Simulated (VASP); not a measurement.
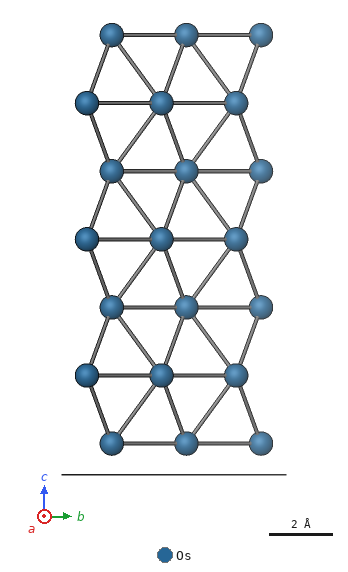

A slab of composition Os, before the relaxation. The picture is a ball-and-stick view of the 2 × 3 repeat of the cell, outlined in the plane, without the vacuum, seen along the a axis.

The run lets the atoms move in a fixed cell.

The calculation used VASP 6.6.1, Kohn-Sham DFT of a periodic cell, PBE, VASP PAW PBE potentials, recommended.

Input
```
ALGO = Fast ; DIPOL = 0.5 0.5 0.500
EDIFF = 1E-6 ; EDIFFG = -0.02
ENCUT = 520 ; GGA = PE
IBRION = 2 ; IDIPOL = 3
ISIF = 2 ; ISMEAR = 0
LASPH = True ; LCHARG = False
LDIPOL = True ; LREAL = False
LWAVE = False ; NELM = 100
NSW = 80 ; PREC = Accurate
SIGMA = 0.1
```

Launched with:
```bash
cat potpaw_PBE.64/Os/POTCAR > POTCAR
mpirun -np 1 vasp_std > vasp.out
```

The structure:
```
CELL_PARAMETERS angstrom
2.75283 0.00000 0.00000
-1.37642 2.38402 0.00000
0.00000 0.00000 28.05290
ATOMIC_POSITIONS crystal
Os 0.33333 0.66667 0.26735
Os 0.66667 0.33333 0.34490
Os 0.33333 0.66667 0.42245
Os 0.66667 0.33333 0.50000
Os 0.33333 0.66667 0.57755
Os 0.66667 0.33333 0.65510
Os 0.33333 0.66667 0.73265
```

Question: Predict the outcome.

Answer: After 10 geometry steps the energy has fallen by 83.1 meV per cell of the calculation. The largest force component goes from 0.96 to 0.0089 eV/Å. The largest moves, 0.069 Å, are those of Os atoms. The cell doesn't change. Some distances before and after: Os–Os 2.694 → 2.631 Å, Os–Os 2.694 → 2.707 Å. It ran on 1 thread of Intel(R) Xeon(R) 6975P-C (Granite Rapids), on a shared host.

History of the run:

```tsv
step	E − E(0), meV/atom	largest force component, eV/Å
0	0.00	0.9601
1	-10.84	0.2818
2	-10.93	0.1969
3	-11.52	0.0582
4	-11.52	0.0576
5	-11.62	0.0472
6	-11.77	0.0365
7	-11.86	0.0449
8	-11.86	0.0380
9	-11.84	0.0722
10	-11.88	0.0089
```

After the run, drawn alike:

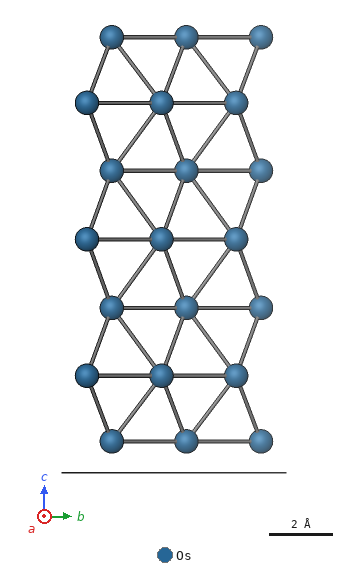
